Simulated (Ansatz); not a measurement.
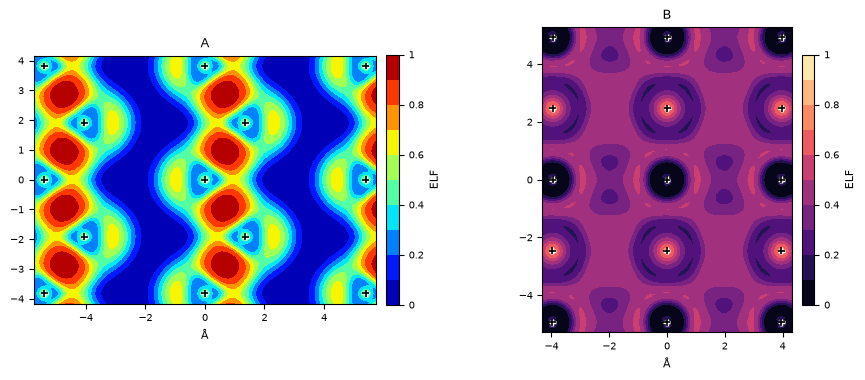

The ELF of 2 systems, each on a plane through atoms (crosses mark nuclei in the plane).

Method: DFT LDA, scalar-relativistic, plane waves, PAW (Ansatz).

System 1: AlNi, the (100) plane of the conventional cell. Space group R-3m; a structure from a database of computed crystals, not necessarily the ambient phase; computed pressure about 3 GPa in this cell; computed without spin polarisation.

```xyz
6
Lattice="3.9622 0.0000 -0.0025 -1.9811 3.4314 0.0025 -0.0032 0.0018 4.9333" Properties=species:S:1:pos:R:3 pbc="T T T"
Al   -0.0016    0.0009    2.4666
Al   -0.0005    2.2879    0.8231
Al    1.9785    1.1453    4.1102
Ni    0.0000    0.0000    0.0000
Ni    1.9801    1.1444    1.6436
Ni   -0.0021    2.2888    3.2897
```

System 2: Si, the (011) plane of the conventional cell. Space group Fd-3m; a structure from a database of computed crystals, not necessarily the ambient phase.

```xyz
8
Lattice="5.4019 0.0000 0.0000 0.0000 5.4019 0.0000 0.0000 0.0000 5.4019" Properties=species:S:1:pos:R:3 pbc="T T T"
Si    1.3505    1.3505    1.3505
Si    4.0515    4.0515    1.3505
Si    4.0515    1.3505    4.0515
Si    1.3505    4.0515    4.0515
Si    0.0000    0.0000    0.0000
Si    2.7010    2.7010    0.0000
Si    2.7010    0.0000    2.7010
Si    0.0000    2.7010    2.7010
```

Question: Match each panel to its system.

Answer: Panel A is system 2, Si: the plane holds Si. Si–Si (2.34 Å): the ELF peaks at about 0.95 between the atoms, as expected for localised, covalent bonding. Panel B is system 1, AlNi: the plane holds Al and Ni.
